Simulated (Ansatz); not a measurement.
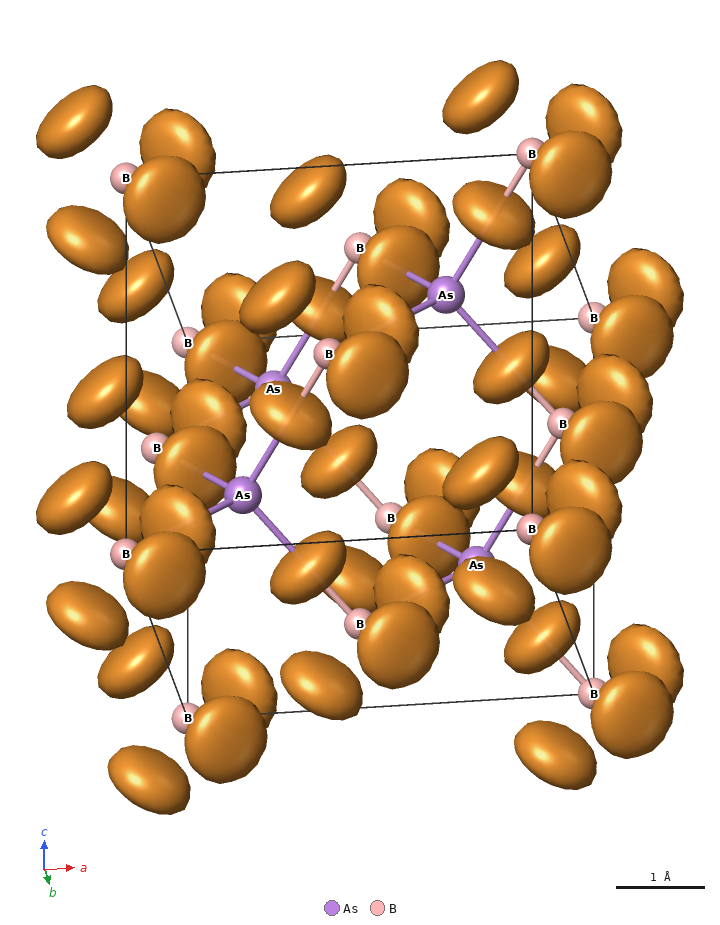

BAs. Isosurface of the electron localisation function at 0.8 (orange), seen at an oblique angle. Core shells and regions of very low density are left out. Sticks mark near contacts.

Space group F-43m; computed pressure about 5 GPa in this cell.

Theory: Kohn-Sham DFT of a periodic cell, r2SCAN0, Ansatz PAW (Ansatz).

```
As B
1.0
     4.71244    0.00000    0.00000
     0.00000    0.00000   -4.71244
     0.00000    4.71244    0.00000
As B
4 4
Direct
  0.75000 0.75000 0.25000
  0.25000 0.75000 0.75000
  0.25000 0.25000 0.25000
  0.75000 0.25000 0.75000
  0.50000 0.50000 0.00000
  0.00000 0.50000 0.50000
  0.00000 0.00000 0.00000
  0.50000 0.00000 0.50000
```

### Describe the localisation domains.

The ELF exceeds this value in 16 regions between bonded As–B atoms (shared pairs), counted in one cell of 8 atoms. Regions shared between cells count once. Along the contacts the grid gives the following. B–As (2.04 Å): the ELF peaks at about 0.90 between the atoms (a covalent bond).

### Metal or insulator at this level of theory?

It is gapped, with a Kohn–Sham gap of 2.6 eV on the k-point mesh (the band edges may lie off the mesh, which would make the gap smaller).
